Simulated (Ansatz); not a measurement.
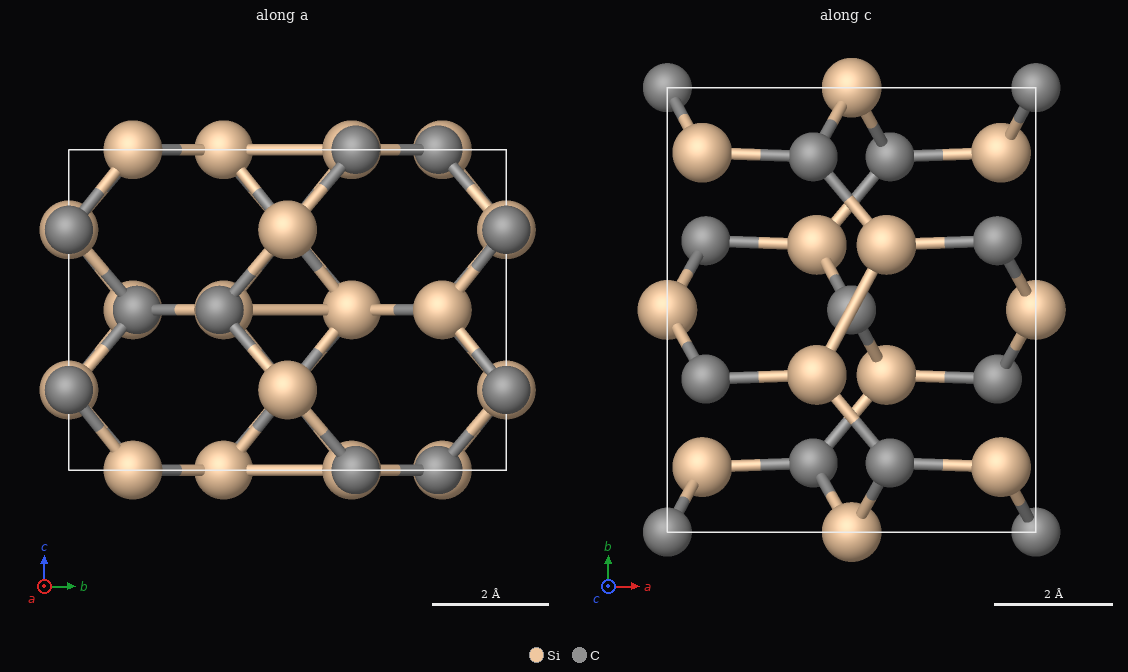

We look at a ball-and-stick model of the crystal along the a axis and along the c axis. One conventional unit cell is framed, with atoms on its boundary repeated.

SiC, space group Ibam (No. 72), a = 6.27 Å, b = 7.56 Å, c = 5.54 Å, α = 90.00°, β = 90.00°, γ = 90.00°.

The numbers come from DFT PBE, scalar-relativistic, plane waves, PAW in Ansatz, using cutoff 420 eV, k-points about 0.19 Å⁻¹ apart, Gaussian smearing of 0.02 eV, no spin polarisation.

**Metal or not?**

A semiconductor at this level, with a gap of 1.07 eV on the k-mesh (the true edges may lie between mesh points, so the gap can be somewhat smaller).

Its origin is a structure type filled with these elements by a generator (whether the compound takes this form wasn't checked). Cell shown after relaxation with DFT PBE, scalar-relativistic, plane waves, PAW in Ansatz 0.2.0.
